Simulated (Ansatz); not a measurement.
Read the following structure.

```cif
data_structure
_symmetry_space_group_name_H-M 'P 1'
_symmetry_Int_Tables_number 1
_cell_length_a 2.4673
_cell_length_b 2.4673
_cell_length_c 7.8031
_cell_angle_alpha 90.000
_cell_angle_beta 90.000
_cell_angle_gamma 120.000
_cell_volume 41.14
loop_
_atom_site_label
_atom_site_type_symbol
_atom_site_fract_x
_atom_site_fract_y
_atom_site_fract_z
_atom_site_occupancy
C1 C 0.00000 0.00000 0.25000 1
C2 C 0.00000 0.00000 0.75000 1
C3 C 0.33333 0.66667 0.25000 1
C4 C 0.66667 0.33333 0.75000 1
```

Characterise the structure given above.

Answer. The element is carbon. The space group is P6_3/mmc (No. 194); the lattice is primitive hexagonal. Among the common structure types it is graphite type. The cell holds four atoms. C bonds to three C in a trigonal planar arrangement at 1.42 Å. The bonds build C layers parallel to (001).

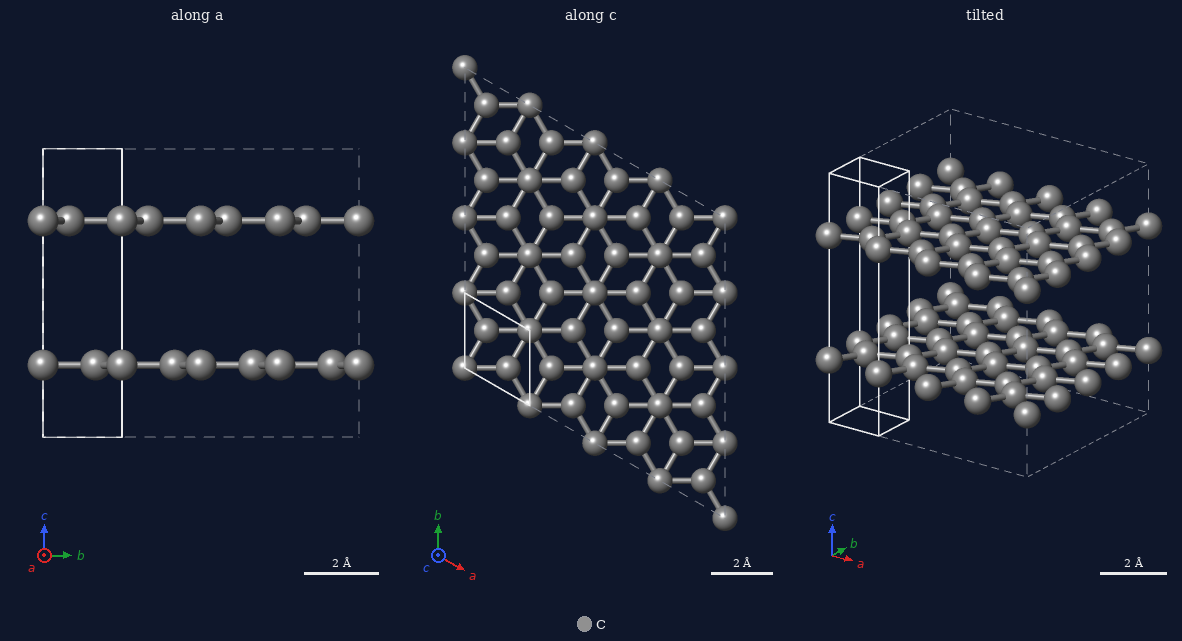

Structure drawing (ball-and-stick), viewed along the a axis, along the c axis and slightly off an axis. The drawing covers 4×4×1 cells, and the solid lines enclose one conventional unit cell. Colours: carbon grey.

The structure was taken from a structure listed in the Materials Project. Earlier steps of the study may have refined or changed the cell and positions. A calculation with Ansatz used it as input.
